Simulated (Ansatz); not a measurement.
Single-point calculation, with input and output: HfC (part 2 of 2)

HfC (slab, 4 atoms in the cell); DFT, PBEsol, all-electron LAPW, scalar-relativistic, no spin polarisation (Ansatz 0.2.0); 11×11×1 k-mesh, Fermi–Dirac smearing of 0.08 eV. 

Geometry of the input (Å; fractional positions):
```
3.2579  0.0000  0.0000
0.0000  3.2579  0.0000
0.0000  0.0000  18.3037
Hf 0.0000  0.0000  0.4371
C  0.5000  0.5000  0.4371
Hf 0.5000  0.5000  0.5629
C  0.0000  0.0000  0.5629
```

## Output, continued
```
  k-point 1: bands = ["-369.7795", "-369.7791", "-369.6857", "-369.6857", "-369.6853", "-369.6853", "-260.2513", "-260.2513", "-197.8418", "-197.8414", "-197.8333", "-197.8333", "-197.8329", "-197.8329", "-197.7566", "-197.7562", "-197.7404", "-197.7401", "-58.5609", "-58.5322", "-27.6529", "-27.3525", "-27.0831", "-27.0552", "-26.9674", "-26.9344", "-8.6143", "-8.6049", "-8.5474", "-8.5460", "-8.5433", "-8.5381", "-8.5359", "-8.5067", "-8.5034", "-8.4758", "-8.4340", "-8.4303", "-8.4266", "-8.4204", "-8.2422", "-7.1569", "0.4283", "0.5122", "1.3551", "2.5811", "2.6270", "3.2118", "3.3214", "3.6418", "4.2854", "5.4635", "5.7799", "6.0171", "6.2619", "7.3779", "7.6368", "7.7506"]
  k-point 2: bands = ["-369.7795", "-369.7791", "-369.6857", "-369.6857", "-369.6853", "-369.6853", "-260.2513", "-260.2513", "-197.8418", "-197.8414", "-197.8333", "-197.8333", "-197.8329", "-197.8329", "-197.7566", "-197.7562", "-197.7404", "-197.7401", "-58.5560", "-58.5308", "-27.6363", "-27.3873", "-27.1347", "-27.0497", "-27.0373", "-26.9311", "-8.6096", "-8.6070", "-8.5511", "-8.5470", "-8.5441", "-8.5378", "-8.5312", "-8.5053", "-8.5024", "-8.4784", "-8.4440", "-8.4404", "-8.4177", "-8.4134", "-7.8461", "-6.7891", "-0.0819", "0.2916", "1.0780", "1.5153", "1.9019", "2.2010", "3.9022", "4.1116", "5.0526", "5.1400", "5.8304", "6.3785", "6.6055", "7.9285", "7.9545", "8.0634"]
  k-point 20: bands = ["-369.7795", "-369.7791", "-369.6857", "-369.6857", "-369.6853", "-369.6853", "-260.2513", "-260.2513", "-197.8418", "-197.8414", "-197.8333", "-197.8333", "-197.8329", "-197.8329", "-197.7566", "-197.7562", "-197.7404", "-197.7401", "-58.5189", "-58.5183", "-27.4553", "-27.4330", "-27.4078", "-27.3862", "-27.2134", "-27.2125", "-8.5714", "-8.5701", "-8.5640", "-8.5597", "-8.5575", "-8.5539", "-8.5117", "-8.5110", "-8.4934", "-8.4927", "-8.4145", "-8.4118", "-8.4095", "-8.4067", "-6.7279", "-6.7079", "0.1689", "0.3689", "1.5639", "1.9197", "1.9759", "2.1133", "3.1540", "3.2734", "6.7274", "6.7675", "7.4551", "7.5425", "9.5585", "9.6109", "10.1522", "10.4057"]
--- Löwdin populations: 4 sites ---
  site symbol       q [e]
     0     Hf     71.1559
     1      C      6.7911
     2     Hf     71.1559
     3      C      6.7910
  spilling = 0.000680 (of n_electrons = 156.000000)
```

## File dos.tsv
```
# E-E_F[eV]	g_bin_mean(E)[states/eV]	N(E)
# format = ansatz-dos/2
# fermi_ev = 3.144640
# fermi_mp_grid = 11 11 1
# fermi_mp_shift = 0 0 0
# tetrahedron_fermi_ev = 3.173358
# g_bin_mean(E): the states in a bin one row spacing wide, centred on E, divided by that spacing. States that the method places at a single energy (under output.dos.method: tetrahedron, those of a tetrahedron whose four corners have one energy) are counted whole in the row whose bin holds that energy (on the edge of two bins, in the lower row). The sum of g_bin_mean over a run of rows, times the row spacing, is the number of states from half a spacing under the first of them to half a spacing over the last (a plain sum, not the trapezoid rule).
-14.000000	0.000000e0	5.200000e1
-13.800000	0.000000e0	5.200000e1
-13.600000	0.000000e0	5.200000e1
-13.400000	0.000000e0	5.200000e1
-13.200000	0.000000e0	5.200000e1
-13.000000	0.000000e0	5.200000e1
-12.800000	0.000000e0	5.200000e1
-12.600000	0.000000e0	5.200000e1
-12.400000	0.000000e0	5.200000e1
-12.200000	0.000000e0	5.200000e1
-12.000000	0.000000e0	5.200000e1
-11.800000	2.356052e1	5.200000e1
-11.600000	1.164446e2	7.304153e1
-11.400000	3.555316e-1	8.002731e1
-11.200000	3.756356e-1	8.010805e1
-11.000000	4.444160e-1	8.019142e1
-10.800000	4.340948e-1	8.027864e1
-10.600000	4.699742e-1	8.036888e1
-10.400000	7.106958e-1	8.047152e1
-10.200000	9.974076e-1	8.066133e1
-10.000000	1.181872e0	8.087126e1
-9.800000	2.847622e0	8.122805e1
-9.600000	3.159229e0	8.191258e1
-9.400000	2.682715e0	8.245871e1
-9.200000	2.935680e0	8.307793e1
-9.000000	1.919003e0	8.352564e1
-8.800000	1.068383e0	8.382083e1
-8.600000	4.126486e-1	8.400000e1
-8.400000	0.000000e0	8.400000e1
-8.200000	0.000000e0	8.400000e1
-8.000000	0.000000e0	8.400000e1
-7.800000	0.000000e0	8.400000e1
-7.600000	0.000000e0	8.400000e1
-7.400000	0.000000e0	8.400000e1
-7.200000	0.000000e0	8.400000e1
-7.000000	0.000000e0	8.400000e1
-6.800000	0.000000e0	8.400000e1
-6.600000	0.000000e0	8.400000e1
-6.400000	0.000000e0	8.400000e1
-6.200000	0.000000e0	8.400000e1
-6.000000	0.000000e0	8.400000e1
-5.800000	0.000000e0	8.400000e1
-5.600000	0.000000e0	8.400000e1
-5.400000	2.626102e-1	8.400779e1
-5.200000	5.290728e-1	8.410861e1
-5.000000	1.091691e0	8.426892e1
-4.800000	1.045121e0	8.447536e1
-4.600000	1.229884e0	8.470669e1
-4.400000	1.490531e0	8.496988e1
-4.200000	1.972437e0	8.530537e1
-4.000000	2.208203e0	8.575941e1
-3.800000	2.071358e0	8.614508e1
-3.600000	1.525305e0	8.653689e1
-3.400000	1.413617e0	8.682605e1
-3.200000	1.452739e0	8.711622e1
-3.000000	1.642889e0	8.742412e1
-2.800000	3.800468e0	8.774752e1
-2.600000	8.130038e0	8.909674e1
-2.400000	5.992209e0	9.063702e1
-2.200000	4.634557e0	9.164226e1
-2.000000	4.685292e0	9.257827e1
-1.800000	3.670904e0	9.343404e1
-1.600000	2.962822e0	9.407474e1
-1.400000	3.229076e0	9.467861e1
-1.200000	2.075761e0	9.526598e1
-1.000000	9.576272e-1	9.554364e1
-0.800000	6.191612e-1	9.567973e1
-0.600000	5.296265e-1	9.579234e1
-0.400000	3.844612e-1	9.588852e1
-0.200000	1.848618e-1	9.594352e1
0.000000	4.787444e-1	9.597293e1
0.200000	1.084392e0	9.615065e1
0.400000	1.206853e0	9.638489e1
0.600000	1.883815e0	9.671254e1
0.800000	1.963058e0	9.707366e1
1.000000	2.597753e0	9.752187e1
1.200000	2.463021e0	9.805789e1
1.400000	2.659391e0	9.854232e1
1.600000	3.522052e0	9.917879e1
1.800000	2.176365e0	9.976012e1
2.000000	1.488351e0	1.001518e2
2.200000	9.449480e-1	1.003517e2
2.400000	1.445598e0	1.006263e2
2.600000	2.127128e0	1.009401e2
2.800000	1.503491e0	1.013069e2
3.000000	1.764055e0	1.016303e2
3.200000	2.181853e0	1.020422e2
3.400000	2.548574e0	1.024977e2
3.600000	4.031854e0	1.030958e2
3.800000	7.227748e0	1.043015e2
4.000000	5.132183e0	1.055425e2
4.200000	4.587905e0	1.066039e2
4.400000	5.222836e0	1.075840e2
4.600000	6.476986e0	1.086335e2
4.800000	5.634314e0	1.099199e2
5.000000	4.498623e0	1.108797e2
5.200000	4.286260e0	1.117960e2
5.400000	3.259405e0	1.125536e2
5.600000	3.005808e0	1.131356e2
5.800000	3.759928e0	1.138868e2
6.000000	2.391062e0	1.144416e2
6.200000	1.948307e0	1.148649e2
6.400000	1.612445e0	1.152361e2
6.600000	6.964423e-1	1.154535e2
6.800000	6.414430e-1	1.155864e2
7.000000	8.651561e-1	1.157089e2
7.200000	8.895281e-1	1.159241e2
7.400000	0.000000e0	1.160000e2
7.600000	0.000000e0	1.160000e2
7.800000	0.000000e0	1.160000e2
8.000000	0.000000e0	1.160000e2
```

## File populations.tsv
```
# site	symbol	l	j	q
# orbitals = lowdin
# n_electrons = 156.000000
# spilling = 0.000680
# projection_atom_Hf: 1s2 2s2 2p6 3s2 3p6 3d10 4s2 4p6 4d10 4f14 5s2 5p6 5d2 6s2
# projection_atom_C: 1s2 2s2 2p2
0	Hf	0_1S	-	2.000000
0	Hf	0_2S	-	1.999983
0	Hf	0_3S	-	1.999785
0	Hf	0_4S	-	1.997741
0	Hf	0_5S	-	1.960430
0	Hf	0_6S	-	0.494504
0	Hf	1_2P	-	6.000000
0	Hf	1_3P	-	5.999998
0	Hf	1_4P	-	5.999897
0	Hf	1_5P	-	5.982365
0	Hf	2_3D	-	9.999999
0	Hf	2_4D	-	9.999941
0	Hf	2_5D	-	2.726455
0	Hf	3_4F	-	13.994776
1	C	0_1S	-	1.994538
1	C	0_2S	-	1.334253
1	C	1_2P	-	3.462262
2	Hf	0_1S	-	2.000000
2	Hf	0_2S	-	1.999983
2	Hf	0_3S	-	1.999785
2	Hf	0_4S	-	1.997741
2	Hf	0_5S	-	1.960430
2	Hf	0_6S	-	0.494504
2	Hf	1_2P	-	6.000000
2	Hf	1_3P	-	5.999998
2	Hf	1_4P	-	5.999897
2	Hf	1_5P	-	5.982366
2	Hf	2_3D	-	9.999999
2	Hf	2_4D	-	9.999941
2	Hf	2_5D	-	2.726463
2	Hf	3_4F	-	13.994777
3	C	0_1S	-	1.994538
3	C	0_2S	-	1.334253
3	C	1_2P	-	3.462257
```

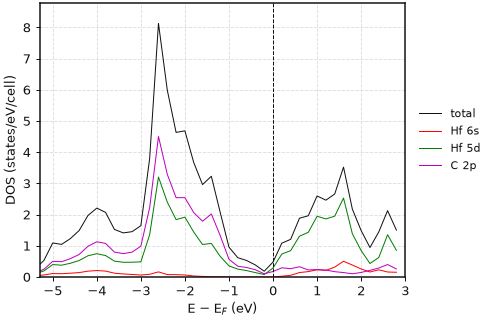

Density of states (projected on atomic shells), with energies from the Fermi level. There are states at the Fermi level: a metal at this level of theory. The fall to zero at the top of the window marks the end of the computed bands.

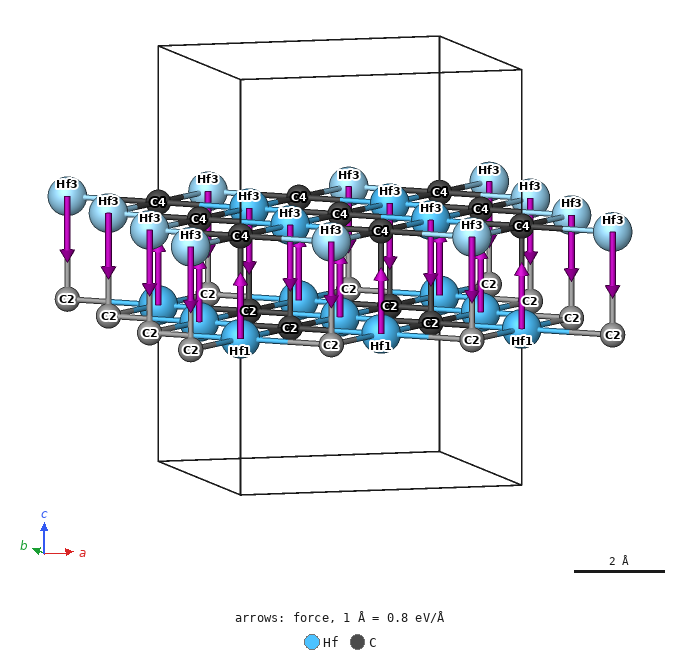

Forces on the atoms as pink arrows (ball-and-stick view of the 2 × 2 repeat of the cell, with the vacuum cut short, seen slightly off an axis; neighbours outside the cell are drawn fainter; atoms are numbered from 1 in the order of the input). The largest act on Hf1, Hf3 (1.20 eV/Å). The geometry is not a stationary point of this energy.
